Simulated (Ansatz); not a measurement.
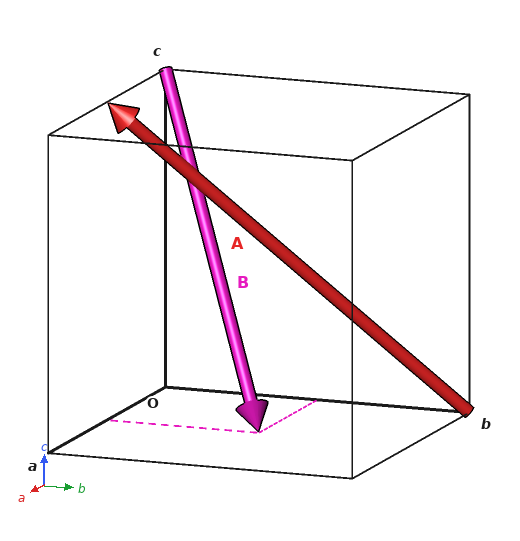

For SrCl2, the input geometry of an electronic-structure calculation (not necessarily at equilibrium); the starting structure was generated, so it need not be a known form of this composition: each arrow starts at a corner of the unit cell and ends on its surface; where a tip isn't a corner, dashed lines run from it parallel to the axes. Symmetry computed with spglib at a tolerance of 0.002 Å; standard conventional cell.

a = 6.995 Å, b = 6.995 Å, c = 6.995 Å, α = 90.00°, β = 90.00°, γ = 90.00°.

Index the directions.

Arrow A runs from (0, 1, 0) to (1/2, 0, 1), so [1 −2 2]; Arrow B runs from (0, 0, 1) to (1/2, 1/2, 0), so [1 1 −2].

How long is the vector ua + vb + wc in each case, and what angles do the directions make?

A 20.986 Å; B 17.135 Å. A–B: 132.9°.

In No. 225, Fm-3m, how many directions are equivalent to A (Laue class m-3m, both senses counted)?

24.
